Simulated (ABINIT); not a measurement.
# Run report: Sn, positron calculation (part 1 of 2)

- system: Sn (Fd-3m, 2 atoms in the cell)
- method: Kohn-Sham DFT of a periodic cell, LDA, JTH PAW LDA v2.0, no spin polarisation (ABINIT 10.8.3)

The structure derives from an entry of the Crystallography Open Database.

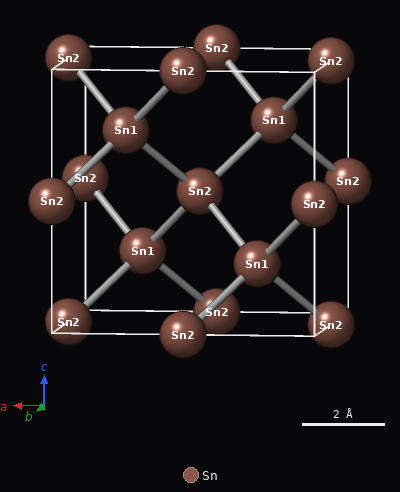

Figure 1. The input geometry (ball-and-stick view of the cell 4 times as large as that of the calculation, set on its symmetry axes, seen at an oblique angle; atoms are numbered from 1 in the order of the input). Near neighbours in the crystal (not all of them lie inside the picture): Sn has 4 Sn at 2.80 Å.

## Input file
```
# Datasets
ndtset 2

# Pseudopotentials
pp_dirpath "./"
pseudos "Sn.LDA_PW-JTH.xml"

# Structure
acell 4.5726372396 4.5726372396 4.5726372396 Angstrom
rprim
     0.0000000000     0.7071067812     0.7071067812
     0.7071067812     0.0000000000     0.7071067812
     0.7071067812     0.7071067812     0.0000000000
ntypat 1
znucl 50
natom 2
typat 1 1
xred
            3/4            3/4            3/4
            1/2            1/2            1/2

# Plane-wave basis
ecut 10.0
pawecutdg 20.0

# Exchange and correlation
ixc 7

# SCF cycle
nstep 80

# Output
iomode 3
prteig 0
prtebands 0
prtwf 0

# Dataset 1: electrons
kptopt1 1
ngkpt1 5 5 5
nshiftk1 1
shiftk1 0.0 0.0 0.0
nband1 18
occopt1 7
tsmear1 0.2 eV
tolvrs1 1.0e-10
prtden1 1

# Dataset 2: positron in the electrons' density
positron2 1
ixcpositron2 11
getden2 1
kptopt2 0
nkpt2 1
kpt2 0.0 0.0 0.0
nband2 1
occopt2 2
occ2 1.0
posocc2 1.0
toldfe2 1.0e-9
optforces2 0
optstress2 0
prtden2 0
```

Launch command:
```bash
abinit run.abi > log 2>&1
```

## Output
```
.Version 10.8.3 of ABINIT
 DATASET    1 : space group Fd -3 m (#227); Bravais cF (face-center cubic)
================================================================================
 Values of the parameters that define the memory need for DATASET  1.
     intxc =       0    ionmov =       0      iscf =      17    lmnmax =      18
     lnmax =       6     mgfft =      27  mpssoang =       3    mqgrid =    3001
     natom =       2  nloc_mem =       2    nspden =       1   nspinor =       1
    nsppol =       1      nsym =      48    n1xccc =       1    ntypat =       1
    occopt =       7   xclevel =       1
       mpw =         696          nfft =       19683          nkpt =          10
 PAW method is used; the additional fine FFT grid is defined by:
   mgfftf=        36    nfftf =     46656
================================================================================
================================================================================

 DATASET    2 : space group Fd -3 m (#227); Bravais cF (face-center cubic)
================================================================================
 Values of the parameters that define the memory need for DATASET  2.
     intxc =       0    ionmov =       0      iscf =      17    lmnmax =      18
     lnmax =       6     mgfft =      27  mpssoang =       3    mqgrid =    3001
     natom =       2  nloc_mem =       2    nspden =       1   nspinor =       1
    nsppol =       1      nsym =      48    n1xccc =       1    ntypat =       1
    occopt =       2   xclevel =       1
       mpw =         351          nfft =       19683          nkpt =           1
 PAW method is used; the additional fine FFT grid is defined by:
   mgfftf=        36    nfftf =     46656
================================================================================
================================================================================

--------------------------------------------------------------------------------
------------- Echo of variables that govern the present computation ------------
--------------------------------------------------------------------------------
 -outvars: echo values of preprocessed input variables --------
            acell      8.6410320560E+00  8.6410320560E+00  8.6410320560E+00 Bohr
              amu      1.18710000E+02
             ecut      1.00000000E+01 Hartree
           getden1          0
           getden2          1
              ixc           7
      ixcpositron1          1
      ixcpositron2         11
           jdtset        1    2
           kptopt1          1
           kptopt2          0
         kptrlatt        5    0    0      0    5    0      0    0    5
          kptrlen1     4.32051603E+01
          kptrlen2     3.00000000E+01
            natom           2
            nband1         18
            nband2          1
           ndtset           2
            ngfft          27      27      27
          ngfftdg          36      36      36
             nkpt1         10
             nkpt2          1
            nstep          80
             nsym          48
           ntypat           1
           occopt1          7
           occopt2          2
        optforces1          2
        optforces2          0
        optstress1          1
        optstress2          0
        pawecutdg      2.00000000E+01 Hartree
         positron1          0
         positron2          1
           prtden1          1
           prtden2          0
        prtebands           0
           prteig           0
            prtwf           0
            rprim      0.0000000000E+00  7.0710678120E-01  7.0710678120E-01
                       7.0710678120E-01  0.0000000000E+00  7.0710678120E-01
                       7.0710678120E-01  7.0710678120E-01  0.0000000000E+00
           shiftk1     0.00000000E+00  0.00000000E+00  0.00000000E+00
           shiftk2     5.00000000E-01  5.00000000E-01  5.00000000E-01
          spgroup         227
           toldfe1     0.00000000E+00 Hartree
           toldfe2     1.00000000E-09 Hartree
           tolvrs1     1.00000000E-10
           tolvrs2     0.00000000E+00
           tsmear1     7.34986444E-03 Hartree
           tsmear2     1.00000000E-02 Hartree
            typat      1  1
           useylm           1
           xangst      4.8500142001E+00  4.8500142001E+00  4.8500142001E+00
                       3.2333428001E+00  3.2333428001E+00  3.2333428001E+00
            xcart      9.1651985450E+00  9.1651985450E+00  9.1651985450E+00
                       6.1101323633E+00  6.1101323633E+00  6.1101323633E+00
             xred      7.5000000000E-01  7.5000000000E-01  7.5000000000E-01
                       5.0000000000E-01  5.0000000000E-01  5.0000000000E-01
            znucl       50.00000

================================================================================

 chkinp: Checking input parameters for consistency, jdtset=   1.

 chkinp: Checking input parameters for consistency, jdtset=   2.

================================================================================
== DATASET  1 ==================================================================

--- !DatasetInfo
iteration_state: {dtset: 1, }
dimensions: {natom: 2, nkpt: 10, mband: 18, nsppol: 1, nspinor: 1, nspden: 1, mpw: 696, }
cutoff_energies: {ecut:  10.0, pawecutdg:  20.0, }
electrons: {nelect:   2.80000000E+01, charge:   0.00000000E+00, occopt:   7.00000000E+00, tsmear:   7.34986444E-03, }
meta: {optdriver: 0, ionmov: 0, optcell: 0, iscf: 17, paral_kgb: 0, }
...

 Exchange-correlation functional for the present dataset will be:
  LDA: Perdew-Wang 92 LSD fit to Ceperley-Alder data - ixc=7
  J.P.Perdew and Y.Wang, PRB 45, 13244 (1992)

 Real(R)+Recip(G) space primitive vectors, cartesian coordinates (Bohr,Bohr^-1):
 R(1)=  0.0000000  6.1101324  6.1101324  G(1)= -0.0818313  0.0818313  0.0818313
 R(2)=  6.1101324  0.0000000  6.1101324  G(2)=  0.0818313 -0.0818313  0.0818313
 R(3)=  6.1101324  6.1101324  0.0000000  G(3)=  0.0818313  0.0818313 -0.0818313
 Unit cell volume ucvol=  4.5622791E+02 bohr^3
 Angles (23,13,12)=  6.00000000E+01  6.00000000E+01  6.00000000E+01 degrees

 Coarse grid specifications (used for wave-functions):

 getcut: wavevector=  0.0000  0.0000  0.0000  ngfft=  27  27  27
         ecut(hartree)=     10.000   => boxcut(ratio)=   2.11682

 Fine grid specifications (used for densities):

 getcut: wavevector=  0.0000  0.0000  0.0000  ngfft=  36  36  36
         ecut(hartree)=     20.000   => boxcut(ratio)=   2.06946

--- Pseudopotential description ------------------------------------------------
- pspini: atom type   1  psp file is ./Sn.LDA_PW-JTH.xml
 Pseudopotential format is: paw10
 basis_size (lnmax)=  6 (lmn_size= 18), orbitals=   0   0   1   1   2   2
 Spheres core radius: rc_sph= 2.51086398
 Shapefunction is BESSEL type: shapef(r,l)=aa(1,l)*jl(q(1,l)*r)+aa(2,l)*jl(q(2,l)*r)
 Radius for shape functions =  1.40702157
 Compensation charge density is not taken into account in XC energy/potential

   1.38152070E+03                                ecore*ucvol(ha*bohr**3)
--------------------------------------------------------------------------------

================================================================================

--- !BeginCycle
iteration_state: {dtset: 1, }
solver: {iscf: 17, nstep: 80, nline: 4, wfoptalg: 10, }
tolerances: {tolvrs: 1.00E-10, }
...

     iter   Etot(hartree)      deltaE(h)  residm     nres2
 ETOT  1  -139.54764668780    -1.395E+02 1.156E-01 1.281E+00
 ETOT  2  -139.61652072313    -6.887E-02 4.832E-03 1.289E-01
 ETOT  3  -139.61593152793     5.892E-04 7.823E-04 2.768E-02
 ETOT  4  -139.61570268472     2.288E-04 4.530E-04 1.050E-03
 ETOT  5  -139.61570775851    -5.074E-06 1.075E-04 7.606E-05
 ETOT  6  -139.61570837421    -6.157E-07 6.339E-05 5.239E-06
 ETOT  7  -139.61570838308    -8.863E-09 1.549E-05 6.754E-07
 ETOT  8  -139.61570838174     1.339E-09 8.938E-06 1.604E-08
 ETOT  9  -139.61570838189    -1.534E-10 2.279E-06 3.661E-10
 ETOT 10  -139.61570838189     7.958E-13 1.276E-06 3.649E-12

 At SCF step   10       nres2   =  3.65E-12 < tolvrs=  1.00E-10 =>converged.

 Cartesian components of stress tensor (hartree/bohr^3)
  sigma(1 1)=  1.80606158E-03  sigma(3 2)=  0.00000000E+00
  sigma(2 2)=  1.80606158E-03  sigma(3 1)=  0.00000000E+00
  sigma(3 3)=  1.80606158E-03  sigma(2 1)=  0.00000000E+00

--- !ResultsGS
iteration_state: {dtset: 1, }
comment   : Summary of ground state results
lattice_vectors:
- [  0.0000000,   6.1101324,   6.1101324, ]
- [  6.1101324,   0.0000000,   6.1101324, ]
- [  6.1101324,   6.1101324,   0.0000000, ]
lattice_lengths: [   8.64103,    8.64103,    8.64103, ]
lattice_angles: [ 60.000,  60.000,  60.000, ] # degrees, (23, 13, 12)
lattice_volume:   4.5622791E+02
convergence: {deltae:  7.958E-13, res2:  3.649E-12, residm:  1.276E-06, diffor: null, }
etotal    :  -1.39615708E+02
entropy   :   0.00000000E+00
fermie    :   1.53206268E-01
cartesian_stress_tensor: # hartree/bohr^3
- [  1.80606158E-03,   0.00000000E+00,   0.00000000E+00, ]
- [  0.00000000E+00,   1.80606158E-03,   0.00000000E+00, ]
- [  0.00000000E+00,   0.00000000E+00,   1.80606158E-03, ]
pressure_GPa:  -5.3136E+01
xred      :
- [  7.5000E-01,   7.5000E-01,   7.5000E-01, Sn]
- [  5.0000E-01,   5.0000E-01,   5.0000E-01, Sn]
cartesian_forces: # hartree/bohr
- [ -0.00000000E+00,  -0.00000000E+00,  -0.00000000E+00, ]
- [ -0.00000000E+00,  -0.00000000E+00,  -0.00000000E+00, ]
force_length_stats: {min:   0.00000000E+00, max:   0.00000000E+00, mean:   0.00000000E+00, }
...

 Integrated electronic density in atomic spheres:
 ------------------------------------------------
 Atom  Sphere_radius  Integrated_density
    1        2.51086         12.04137125
    2        2.51086         12.04137125

================================================================================

 ----iterations are completed or convergence reached----

 Mean square residual over all n,k,spin=   11.696E-09; max=  12.760E-07
 reduced coordinates (array xred) for    2 atoms
       0.750000000000      0.750000000000      0.750000000000
       0.500000000000      0.500000000000      0.500000000000
 rms dE/dt=  0.0000E+00; max dE/dt=  0.0000E+00; dE/dt below (all hartree)
    1       0.000000000000      0.000000000000      0.000000000000
    2       0.000000000000      0.000000000000      0.000000000000

 cartesian coordinates (angstrom) at end:
    1      4.85001420013321     4.85001420013321     4.85001420013321
    2      3.23334280008881     3.23334280008881     3.23334280008881
```
